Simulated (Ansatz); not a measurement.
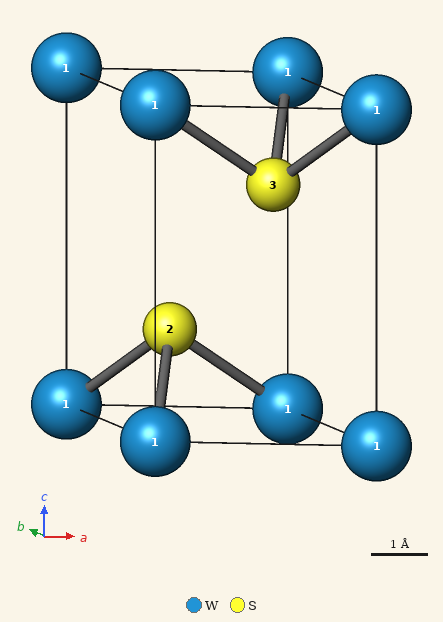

**Figure 1.** The structure as given in the input (ball-and-stick view of the cell of the calculation, seen slightly off an axis; atoms are numbered from 1 in the order of the input). Near neighbours in the crystal (not all of them lie inside the picture): W has 6 S at 2.84 Å; S has 3 W at 2.84 Å.

**WS₂: geometry relaxation (part 1 of 2)**

WS₂ (P-3m1, 3 atoms in the cell), computed with DFT, PBEsol, plane waves, PAW, no spin polarisation (Ansatz 0.2.0).

The structure was built on a prototype by a generator. Figures and captions count atoms from 1; the log counts them from 0 in places.

Output:
```
Engine: ansatz 0.2.0, aarch64-unknown-linux-gnu
Pseudopotentials: kind: paw
Pseudopotential: W, paw, valence charge 14, recommended cutoff 420 eV (normal), W.paw.azcp
Pseudopotential: S, paw, valence charge 6, recommended cutoff 420 eV (normal), S.paw.azcp
Functional definition: PBEsol
  exchange = pbesol_x
  correlation = pbesol_c
Crystal: 3 atoms, lattice volume = 86.919 Å³
Basis set: ecut = 420 eV, 1725 PW (Γ), exchange–correlation on 54×54×90 points (8 copies of the dense FFT grid, shifted against one another)
Bands: 17, of which v1, the nominal top of the filled ones, is band 13 counted from 1 (12 counted from 0)
Symmetry: 12 space group operations
Space group: P-3m1 (ITA 164), of the structure as read, at distance tolerance 4.4e-5 Å
k-points: 24 of 144
Non-local potential: W, projectors of the file, l = 0: 3, l = 1: 2, l = 2: 2, l = 3: 1
Non-local potential: S, projectors of the file, l = 0: 2, l = 1: 2, l = 2: 2
PAW form: soft (Blöchl's): semilocal exchange-correlation on the pseudo side does not see the compensation charge
PAW frozen core: W, regenerated for the run's functional, and the local potential with it (the file was generated under x = pbe(κ = 0.804, μ = 0.2195149727645171), c = pbe(β = 0.06672455060314922))
PAW frozen core: S, regenerated for the run's functional, and the local potential with it (the file was generated under x = pbe(κ = 0.804, μ = 0.2195149727645171), c = pbe(β = 0.06672455060314922))
PAW one-centre angular grid: W, 590 points (default); XC on 64 Gauss nodes
PAW one-centre angular grid: S, 110 points (default); XC on 64 Gauss nodes
Initial density: superposition of atomic densities (neutral atoms: chi_scale 0, normalization atom), corrected by the library's trained network
Initial wavefunctions: pseudopotential atomic-orbital guess
Functional: x = pbesol(κ = 0.804, μ = 0.12345679012345678), c = pbesol(β = 0.046)
SCF iter   1: F=—  HF=-12023.344183 eV  |F-HF|=—  |Δ(HF+E_count)|=         —  Δρ=1.15e-2  dr2=1.98e-1  ethr=1.77e-3  ⟨swp⟩=6.0  Hψ=2159  notcnv=0
preconditioner: auto → LDOS  [metal: Δε(μ)=0.004 eV  Ē_g=5.579 eV  σ=0.030 eV  W_gap=0.03  n_scr=22 (ndim 8)  ℏωp=16.9 eV  f_vac=0.034  D(μ)=2.94/eV (n_scr^D=22)  β→1.0]
SCF iter   2: F=—  HF=-12023.328155 eV  |F-HF|=—  |Δ(HF+E_count)|=   1.60e-2  Δρ=7.33e-3  dr2=6.06e-2  ethr=7.62e-4  ⟨swp⟩=2.9  Hψ=853  notcnv=0
SCF iter   3: F=—  HF=-12023.317886 eV  |F-HF|=—  |Δ(HF+E_count)|=   1.03e-2  Δρ=6.63e-4  dr2=4.10e-4  ethr=2.33e-4  ⟨swp⟩=2.5  Hψ=675  notcnv=0
SCF iter   4: F=—  HF=-12023.317886 eV  |F-HF|=—  |Δ(HF+E_count)|=   4.12e-8  Δρ=3.21e-4  dr2=1.95e-4  ethr=1.58e-6  ⟨swp⟩=2.0  Hψ=597  notcnv=0
SCF iter   5: F=—  HF=-12023.317856 eV  |F-HF|=—  |Δ(HF+E_count)|=   2.99e-5  Δρ=8.05e-5  dr2=5.22e-6  ethr=7.50e-7  ⟨swp⟩=2.0  Hψ=550  notcnv=0
SCF iter   6: F=—  HF=-12023.317884 eV  |F-HF|=—  |Δ(HF+E_count)|=   2.79e-5  Δρ=3.14e-5  dr2=8.67e-7  ethr=2.01e-8  ⟨swp⟩=1.2  Hψ=413  notcnv=0
SCF iter   7: F=-12023.317884 eV  HF=-12023.317884 eV  |F-HF|=2.51e-8  |Δ(HF+E_count)|=   1.21e-8  Δρ=5.95e-6  dr2=4.82e-8  ethr=3.85e-10  ⟨swp⟩=3.1  Hψ=1657  notcnv=0
SCF 1 converged in 7 iterations: F = -12023.317884 eV  dr2 = 4.82e-8
  greatest PAW one-centre occupation: 1.000 electrons in one spin orbital (limit 2), on the W atom at site 0 (counted from 0), in its partial waves of l = 0
relax step   1: F+E_penalty+E_count = -12023.31788425 eV  Δ(F+E_penalty+E_count) = +0.000e0 eV  max|allowed force component| = 3.256e0 eV/Å  Δτ_max = 0.0000 Å  P = -25.746 GPa  Ω = 86.919 Å³  (7 SCF iters, dr2 threshold 1.00e-7 eV, accepted)
Crystal: 3 atoms, lattice volume = 76.207 Å³
Basis set: ecut = 420 eV, 1461 PW (Γ), exchange–correlation on 54×54×90 points (8 copies of the dense FFT grid, shifted against one another)
Initial density: handed on by an earlier stage of this run
Initial wavefunctions: those handed on with the density
iter 1 solved again at ethr=4.62e-4 eV; its pass at ethr=3.10e-3 eV (dr2=1.20e-1 eV) is discarded
SCF iter   1: F=—  HF=-12025.968063 eV  |F-HF|=—  |Δ(HF+E_count)|=         —  Δρ=9.83e-3  dr2=1.22e-1  ethr=4.62e-4  ⟨swp⟩=1.0  Hψ=2616  notcnv=0
preconditioner: auto → LDOS  [insulator: Δε(μ)=0.120 eV  Ē_g=6.673 eV  σ=0.030 eV  W_gap=0.68  n_scr=22 (ndim 8)  ℏωp=18.0 eV  f_vac=0.041  D(μ)=2.20/eV (n_scr^D=22)  ε∞_Penn≈8.3  β→1.0]
SCF iter   2: F=—  HF=-12025.945741 eV  |F-HF|=—  |Δ(HF+E_count)|=   2.23e-2  Δρ=3.33e-3  dr2=1.64e-2  ethr=4.62e-4  ⟨swp⟩=2.0  Hψ=672  notcnv=0
SCF iter   3: F=—  HF=-12025.943821 eV  |F-HF|=—  |Δ(HF+E_count)|=   1.92e-3  Δρ=1.53e-3  dr2=3.11e-3  ethr=6.30e-5  ⟨swp⟩=2.0  Hψ=685  notcnv=0
SCF iter   4: F=—  HF=-12025.943146 eV  |F-HF|=—  |Δ(HF+E_count)|=   6.74e-4  Δρ=2.84e-4  dr2=1.18e-4  ethr=1.20e-5  ⟨swp⟩=2.1  Hψ=546  notcnv=0
SCF iter   5: F=—  HF=-12025.943111 eV  |F-HF|=—  |Δ(HF+E_count)|=   3.52e-5  Δρ=8.94e-5  dr2=6.94e-6  ethr=4.55e-7  ⟨swp⟩=2.1  Hψ=575  notcnv=0
SCF iter   6: F=—  HF=-12025.943111 eV  |F-HF|=—  |Δ(HF+E_count)|=   2.78e-7  Δρ=2.37e-5  dr2=3.11e-7  ethr=2.67e-8  ⟨swp⟩=2.8  Hψ=665  notcnv=0
SCF iter   7: F=-12025.943111 eV  HF=-12025.943111 eV  |F-HF|=2.91e-8  |Δ(HF+E_count)|=   4.45e-8  Δρ=6.15e-6  dr2=4.33e-8  ethr=1.15e-9  ⟨swp⟩=5.0  Hψ=1418  notcnv=0
SCF 2 converged in 7 iterations: F = -12025.943111 eV  dr2 = 4.33e-8
relax step   2: F+E_penalty+E_count = -12025.94311126 eV  Δ(F+E_penalty+E_count) = -2.625e0 eV  max|allowed force component| = 1.620e0 eV/Å  Δτ_max = 0.1859 Å  P = -20.733 GPa  Ω = 76.207 Å³  energy of the carried Pulay correction = +5.693e-4 eV  (7 SCF iters, dr2 threshold 3.00e-7 eV, accepted)
Crystal: 3 atoms, lattice volume = 68.028 Å³
Basis set: ecut = 420 eV, 1315 PW (Γ), exchange–correlation on 54×54×90 points (8 copies of the dense FFT grid, shifted against one another)
iter 1 solved again at ethr=3.86e-4 eV; its pass at ethr=3.10e-3 eV (dr2=1.00e-1 eV) is discarded
SCF iter   1: F=—  HF=-12027.135218 eV  |F-HF|=—  |Δ(HF+E_count)|=         —  Δρ=7.21e-3  dr2=1.02e-1  ethr=3.86e-4  ⟨swp⟩=1.0  Hψ=2705  notcnv=0
preconditioner: auto → LDOS  [insulator: Δε(μ)=0.182 eV  Ē_g=7.559 eV  σ=0.030 eV  W_gap=0.73  n_scr=22 (ndim 8)  ℏωp=19.1 eV  f_vac=0.050  D(μ)=1.56/eV (n_scr^D=8)  ε∞_Penn≈7.4  β→1.0]
SCF iter   2: F=—  HF=-12027.122957 eV  |F-HF|=—  |Δ(HF+E_count)|=   1.23e-2  Δρ=4.99e-3  dr2=4.05e-2  ethr=3.86e-4  ⟨swp⟩=2.8  Hψ=705  notcnv=0
SCF iter   3: F=—  HF=-12027.114165 eV  |F-HF|=—  |Δ(HF+E_count)|=   8.79e-3  Δρ=1.28e-3  dr2=2.47e-3  ethr=1.56e-4  ⟨swp⟩=2.5  Hψ=701  notcnv=0
SCF iter   4: F=—  HF=-12027.113640 eV  |F-HF|=—  |Δ(HF+E_count)|=   5.25e-4  Δρ=2.72e-4  dr2=8.60e-5  ethr=9.51e-6  ⟨swp⟩=2.0  Hψ=575  notcnv=0
SCF iter   5: F=—  HF=-12027.113629 eV  |F-HF|=—  |Δ(HF+E_count)|=   1.10e-5  Δρ=4.60e-5  dr2=1.05e-6  ethr=3.31e-7  ⟨swp⟩=2.0  Hψ=579  notcnv=0
SCF iter   6: F=-12027.113629 eV  HF=-12027.113629 eV  |F-HF|=2.14e-7  |Δ(HF+E_count)|=   2.52e-7  Δρ=1.70e-5  dr2=2.78e-7  ethr=1.15e-9  ⟨swp⟩=5.8  Hψ=1636  notcnv=0
SCF 3 converged in 6 iterations: F = -12027.113629 eV  dr2 = 2.78e-7
relax step   3: F+E_penalty+E_count = -12027.11362885 eV  Δ(F+E_penalty+E_count) = -1.171e0 eV  max|allowed force component| = 1.248e-1 eV/Å  Δτ_max = 0.0694 Å  P = -11.493 GPa  Ω = 68.028 Å³  energy of the carried Pulay correction = +1.057e-3 eV  (6 SCF iters, dr2 threshold 3.00e-7 eV, accepted)
Crystal: 3 atoms, lattice volume = 61.049 Å³
Basis set: ecut = 420 eV, 1159 PW (Γ), exchange–correlation on 54×54×90 points (8 copies of the dense FFT grid, shifted against one another)
iter 1 solved again at ethr=3.44e-4 eV; its pass at ethr=3.10e-3 eV (dr2=8.95e-2 eV) is discarded
SCF iter   1: F=—  HF=-12027.774659 eV  |F-HF|=—  |Δ(HF+E_count)|=         —  Δρ=7.09e-3  dr2=9.04e-2  ethr=3.44e-4  ⟨swp⟩=1.0  Hψ=2933  notcnv=0
preconditioner: auto → LDOS  [insulator: Δε(μ)=0.227 eV  Ē_g=8.178 eV  σ=0.030 eV  W_gap=0.76  n_scr=22 (ndim 8)  ℏωp=20.2 eV  f_vac=0.024  D(μ)=1.54/eV (n_scr^D=10)  ε∞_Penn≈7.1  β→1.0]
SCF iter   2: F=—  HF=-12027.772760 eV  |F-HF|=—  |Δ(HF+E_count)|=   1.90e-3  Δρ=5.96e-3  dr2=6.78e-2  ethr=3.44e-4  ⟨swp⟩=3.0  Hψ=725  notcnv=0
SCF iter   3: F=—  HF=-12027.757656 eV  |F-HF|=—  |Δ(HF+E_count)|=   1.51e-2  Δρ=8.08e-4  dr2=8.06e-4  ethr=2.61e-4  ⟨swp⟩=2.3  Hψ=699  notcnv=0
SCF iter   4: F=—  HF=-12027.757506 eV  |F-HF|=—  |Δ(HF+E_count)|=   1.50e-4  Δρ=1.36e-4  dr2=1.18e-5  ethr=3.10e-6  ⟨swp⟩=2.0  Hψ=629  notcnv=0
SCF iter   5: F=—  HF=-12027.757504 eV  |F-HF|=—  |Δ(HF+E_count)|=   2.56e-6  Δρ=2.93e-5  dr2=2.88e-7  ethr=1.15e-9  ⟨swp⟩=4.2  Hψ=1908  notcnv=0
SCF iter   6: F=-12027.757504 eV  HF=-12027.757504 eV  |F-HF|=4.24e-8  |Δ(HF+E_count)|=   7.48e-8  Δρ=8.03e-6  dr2=5.85e-8  ethr=1.11e-9  ⟨swp⟩=3.3  Hψ=1596  notcnv=0
SCF 4 converged in 6 iterations: F = -12027.757504 eV  dr2 = 5.85e-8
relax step   4: F+E_penalty+E_count = -12027.75750383 eV  Δ(F+E_penalty+E_count) = -6.439e-1 eV  max|allowed force component| = 7.582e-1 eV/Å  Δτ_max = 0.0547 Å  P = -4.362 GPa  Ω = 61.049 Å³  energy of the carried Pulay correction = +1.517e-3 eV  (6 SCF iters, dr2 threshold 3.00e-7 eV, accepted)
Crystal: 3 atoms, lattice volume = 54.809 Å³
Basis set: ecut = 420 eV, 1101 PW (Γ), exchange–correlation on 54×54×90 points (8 copies of the dense FFT grid, shifted against one another)
iter 1 solved again at ethr=2.67e-4 eV; its pass at ethr=3.10e-3 eV (dr2=6.94e-2 eV) is discarded
SCF iter   1: F=—  HF=-12028.194558 eV  |F-HF|=—  |Δ(HF+E_count)|=         —  Δρ=8.90e-3  dr2=7.06e-2  ethr=2.67e-4  ⟨swp⟩=1.0  Hψ=2874  notcnv=0
preconditioner: auto → none  [insulator: Δε(μ)=0.163 eV  Ē_g=8.488 eV  σ=0.030 eV  W_gap=0.81  n_scr=10 (ndim 8)  ℏωp=21.3 eV  f_vac=0.007  D(μ)=0.42/eV (n_scr^D=2)  ε∞_Penn≈7.3]
SCF iter   2: F=—  HF=-12028.182516 eV  |F-HF|=—  |Δ(HF+E_count)|=   1.20e-2  Δρ=4.08e-3  dr2=8.08e-3  ethr=2.67e-4  ⟨swp⟩=2.7  Hψ=697  notcnv=0
SCF iter   3: F=—  HF=-12028.181093 eV  |F-HF|=—  |Δ(HF+E_count)|=   1.42e-3  Δρ=2.16e-3  dr2=1.07e-3  ethr=3.11e-5  ⟨swp⟩=2.0  Hψ=660  notcnv=0
SCF iter   4: F=—  HF=-12028.181065 eV  |F-HF|=—  |Δ(HF+E_count)|=   2.82e-5  Δρ=4.31e-4  dr2=5.12e-5  ethr=4.13e-6  ⟨swp⟩=1.1  Hψ=423  notcnv=0
SCF iter   5: F=—  HF=-12028.181057 eV  |F-HF|=—  |Δ(HF+E_count)|=   7.98e-6  Δρ=4.70e-5  dr2=8.37e-7  ethr=1.97e-7  ⟨swp⟩=2.0  Hψ=621  notcnv=0
SCF iter   6: F=-12028.181057 eV  HF=-12028.181057 eV  |F-HF|=9.24e-10  |Δ(HF+E_count)|=   1.43e-7  Δρ=4.73e-6  dr2=9.42e-9  ethr=1.15e-9  ⟨swp⟩=5.0  Hψ=1482  notcnv=0
SCF 5 converged in 6 iterations: F = -12028.181057 eV  dr2 = 9.42e-9
relax step   5: F+E_penalty+E_count = -12028.18105738 eV  Δ(F+E_penalty+E_count) = -4.236e-1 eV  max|allowed force component| = 1.322e-1 eV/Å  Δτ_max = 0.1362 Å  P = -2.220 GPa  Ω = 54.809 Å³  energy of the carried Pulay correction = +1.965e-3 eV  (6 SCF iters, dr2 threshold 3.00e-7 eV, accepted)
Crystal: 3 atoms, lattice volume = 52.052 Å³
Basis set: ecut = 420 eV, 1005 PW (Γ), exchange–correlation on 54×54×90 points (8 copies of the dense FFT grid, shifted against one another)
iter 1 solved again at ethr=2.36e-4 eV; its pass at ethr=3.10e-3 eV (dr2=6.12e-2 eV) is discarded
SCF iter   1: F=—  HF=-12028.215750 eV  |F-HF|=—  |Δ(HF+E_count)|=         —  Δρ=5.45e-3  dr2=6.21e-2  ethr=2.36e-4  ⟨swp⟩=1.3  Hψ=2767  notcnv=0
preconditioner: auto → none  [insulator: Δε(μ)=0.090 eV  Ē_g=8.646 eV  σ=0.030 eV  W_gap=0.62  n_scr=10 (ndim 8)  ℏωp=21.8 eV  f_vac=0.006  D(μ)=0.61/eV (n_scr^D=2)  ε∞_Penn≈7.4]
SCF iter   2: F=—  HF=-12028.206971 eV  |F-HF|=—  |Δ(HF+E_count)|=   8.78e-3  Δρ=2.24e-3  dr2=2.85e-3  ethr=2.36e-4  ⟨swp⟩=2.1  Hψ=663  notcnv=0
SCF iter   3: F=—  HF=-12028.206182 eV  |F-HF|=—  |Δ(HF+E_count)|=   7.89e-4  Δρ=1.02e-3  dr2=6.04e-4  ethr=1.10e-5  ⟨swp⟩=2.0  Hψ=600  notcnv=0
SCF iter   4: F=—  HF=-12028.206137 eV  |F-HF|=—  |Δ(HF+E_count)|=   4.50e-5  Δρ=4.10e-4  dr2=8.35e-5  ethr=2.32e-6  ⟨swp⟩=1.0  Hψ=408  notcnv=0
SCF iter   5: F=—  HF=-12028.206126 eV  |F-HF|=—  |Δ(HF+E_count)|=   1.05e-5  Δρ=7.28e-5  dr2=2.49e-6  ethr=3.21e-7  ⟨swp⟩=1.5  Hψ=435  notcnv=0
SCF iter   6: F=-12028.206127 eV  HF=-12028.206127 eV  |F-HF|=1.82e-9  |Δ(HF+E_count)|=   3.54e-7  Δρ=7.08e-6  dr2=1.02e-8  ethr=1.15e-9  ⟨swp⟩=5.5  Hψ=1634  notcnv=0
SCF 6 converged in 6 iterations: F = -12028.206127 eV  dr2 = 1.02e-8
relax step   6: F+E_penalty+E_count = -12028.20612652 eV  Δ(F+E_penalty+E_count) = -2.507e-2 eV  max|allowed force component| = 1.776e-1 eV/Å  Δτ_max = 0.0428 Å  P = +1.251 GPa  Ω = 52.052 Å³  energy of the carried Pulay correction = +2.176e-3 eV  (6 SCF iters, dr2 threshold 3.00e-7 eV, accepted)
Crystal: 3 atoms, lattice volume = 53.620 Å³
Basis set: ecut = 420 eV, 1065 PW (Γ), exchange–correlation on 54×54×90 points (8 copies of the dense FFT grid, shifted against one another)
iter 1 solved again at ethr=3.18e-5 eV; its pass at ethr=3.10e-3 eV (dr2=8.26e-3 eV) is discarded
SCF iter   1: F=—  HF=-12028.221438 eV  |F-HF|=—  |Δ(HF+E_count)|=         —  Δρ=2.49e-3  dr2=7.71e-3  ethr=3.18e-5  ⟨swp⟩=1.5  Hψ=2514  notcnv=0
preconditioner: auto → LDOS  [insulator: Δε(μ)=0.278 eV  Ē_g=8.625 eV  σ=0.030 eV  W_gap=0.52  n_scr=10 (ndim 8)  ℏωp=21.5 eV  f_vac=0.014  D(μ)=0.34/eV (n_scr^D=2)  ε∞_Penn≈7.2  β→1.0]
SCF iter   2: F=—  HF=-12028.223247 eV  |F-HF|=—  |Δ(HF+E_count)|=   1.81e-3  Δρ=2.64e-3  dr2=1.79e-2  ethr=2.97e-5  ⟨swp⟩=3.1  Hψ=766  notcnv=0  recentre
SCF iter   3: F=—  HF=-12028.220112 eV  |F-HF|=—  |Δ(HF+E_count)|=   3.14e-3  Δρ=7.29e-4  dr2=5.91e-4  ethr=2.97e-5  ⟨swp⟩=2.2  Hψ=678  notcnv=0
SCF iter   4: F=—  HF=-12028.220030 eV  |F-HF|=—  |Δ(HF+E_count)|=   8.17e-5  Δρ=1.18e-4  dr2=9.51e-6  ethr=2.27e-6  ⟨swp⟩=2.0  Hψ=528  notcnv=0
SCF iter   5: F=—  HF=-12028.220009 eV  |F-HF|=—  |Δ(HF+E_count)|=   2.10e-5  Δρ=1.53e-5  dr2=1.63e-7  ethr=1.15e-9  ⟨swp⟩=4.0  Hψ=1918  notcnv=0
SCF iter   6: F=-12028.220009 eV  HF=-12028.220009 eV  |F-HF|=5.17e-9  |Δ(HF+E_count)|=   6.03e-8  Δρ=2.87e-6  dr2=7.80e-9  ethr=6.26e-10  ⟨swp⟩=3.0  Hψ=1541  notcnv=0
SCF 7 converged in 6 iterations: F = -12028.220009 eV  dr2 = 7.80e-9
relax step   7: F+E_penalty+E_count = -12028.22000935 eV  Δ(F+E_penalty+E_count) = -1.388e-2 eV  max|allowed force component| = 3.867e-3 eV/Å  Δτ_max = 0.0361 Å  P = +0.085 GPa  Ω = 53.620 Å³  energy of the carried Pulay correction = +2.055e-3 eV  (6 SCF iters, dr2 threshold 3.00e-7 eV, accepted)
Crystal: 3 atoms, lattice volume = 53.890 Å³
iter 1 solved again at ethr=1.11e-6 eV; its pass at ethr=3.10e-3 eV (dr2=2.88e-4 eV) is discarded
SCF iter   1: F=—  HF=-12028.220734 eV  |F-HF|=—  |Δ(HF+E_count)|=         —  Δρ=7.51e-4  dr2=2.67e-4  ethr=1.11e-6  ⟨swp⟩=3.1  Hψ=2593  notcnv=0
preconditioner: auto → none  [insulator: Δε(μ)=0.090 eV  Ē_g=8.614 eV  σ=0.030 eV  W_gap=0.53  n_scr=10 (ndim 8)  ℏωp=21.5 eV  f_vac=0.014  D(μ)=0.29/eV (n_scr^D=0)  ε∞_Penn≈7.2]
SCF iter   2: F=—  HF=-12028.220686 eV  |F-HF|=—  |Δ(HF+E_count)|=   4.72e-5  Δρ=4.44e-4  dr2=2.61e-4  ethr=1.03e-6  ⟨swp⟩=2.0  Hψ=623  notcnv=0
SCF iter   3: F=—  HF=-12028.220669 eV  |F-HF|=—  |Δ(HF+E_count)|=   1.70e-5  Δρ=3.39e-4  dr2=1.56e-4  ethr=1.00e-6  ⟨swp⟩=2.0  Hψ=559  notcnv=0
SCF iter   4: F=—  HF=-12028.220651 eV  |F-HF|=—  |Δ(HF+E_count)|=   1.87e-5  Δρ=1.67e-4  dr2=2.52e-5  ethr=5.99e-7  ⟨swp⟩=1.0  Hψ=408  notcnv=0
SCF iter   5: F=—  HF=-12028.220648 eV  |F-HF|=—  |Δ(HF+E_count)|=   2.93e-6  Δρ=4.34e-5  dr2=1.50e-6  ethr=9.70e-8  ⟨swp⟩=1.2  Hψ=414  notcnv=0
SCF iter   6: F=-12028.220648 eV  HF=-12028.220648 eV  |F-HF|=1.64e-9  |Δ(HF+E_count)|=   1.91e-8  Δρ=4.59e-6  dr2=5.49e-9  ethr=1.15e-9  ⟨swp⟩=4.0  Hψ=1663  notcnv=0
SCF 8 converged in 6 iterations: F = -12028.220648 eV  dr2 = 5.49e-9
relax step   8: F+E_penalty+E_count = -12028.22064771 eV  Δ(F+E_penalty+E_count) = -6.384e-4 eV  max|allowed force component| = 2.808e-3 eV/Å  Δτ_max = 0.0082 Å  P = +0.037 GPa  Ω = 53.890 Å³  energy of the carried Pulay correction = +2.035e-3 eV  (6 SCF iters, dr2 threshold 3.00e-7 eV, accepted)
Crystal: 3 atoms, lattice volume = 54.468 Å³
iter 1 solved again at ethr=4.38e-6 eV; its pass at ethr=3.10e-3 eV (dr2=1.14e-3 eV) is discarded
SCF iter   1: F=—  HF=-12028.221487 eV  |F-HF|=—  |Δ(HF+E_count)|=         —  Δρ=1.63e-3  dr2=1.30e-3  ethr=4.38e-6  ⟨swp⟩=2.1  Hψ=2857  notcnv=0
preconditioner: auto → none  [insulator: Δε(μ)=0.160 eV  Ē_g=8.611 eV  σ=0.030 eV  W_gap=0.82  n_scr=10 (ndim 8)  ℏωp=21.3 eV  f_vac=0.018  D(μ)=0.14/eV (n_scr^D=0)  ε∞_Penn≈7.1]
SCF iter   2: F=—  HF=-12028.221405 eV  |F-HF|=—  |Δ(HF+E_count)|=   8.19e-5  Δρ=1.01e-3  dr2=1.46e-3  ethr=4.38e-6  ⟨swp⟩=2.0  Hψ=623  notcnv=0
SCF iter   3: F=—  HF=-12028.221282 eV  |F-HF|=—  |Δ(HF+E_count)|=   1.23e-4  Δρ=7.34e-4  dr2=6.90e-4  ethr=4.38e-6  ⟨swp⟩=2.1  Hψ=578  notcnv=0
SCF iter   4: F=—  HF=-12028.221201 eV  |F-HF|=—  |Δ(HF+E_count)|=   8.11e-5  Δρ=3.65e-4  dr2=1.15e-4  ethr=2.65e-6  ⟨swp⟩=1.0  Hψ=408  notcnv=0
SCF iter   5: F=—  HF=-12028.221185 eV  |F-HF|=—  |Δ(HF+E_count)|=   1.57e-5  Δρ=9.34e-5  dr2=6.75e-6  ethr=4.43e-7  ⟨swp⟩=1.1  Hψ=411  notcnv=0
SCF iter   6: F=—  HF=-12028.221179 eV  |F-HF|=—  |Δ(HF+E_count)|=   5.71e-6  Δρ=9.87e-6  dr2=2.64e-8  ethr=4.11e-10  ⟨swp⟩=4.7  Hψ=1891  notcnv=0
SCF iter   7: F=-12028.221179 eV  HF=-12028.221179 eV  |F-HF|=4.77e-9  |Δ(HF+E_count)|=   1.20e-8  Δρ=1.92e-6  dr2=5.93e-9  ethr=1.01e-10  ⟨swp⟩=2.8  Hψ=1449  notcnv=0
SCF 9 converged in 7 iterations: F = -12028.221179 eV  dr2 = 5.93e-9
relax step   9: F+E_penalty+E_count = -12028.22117948 eV  Δ(F+E_penalty+E_count) = -5.318e-4 eV  max|allowed force component| = 1.118e-2 eV/Å  Δτ_max = 0.0186 Å  P = +0.102 GPa  Ω = 54.468 Å³  energy of the carried Pulay correction = +1.991e-3 eV  (7 SCF iters, dr2 threshold 1.07e-7 eV, accepted)
```
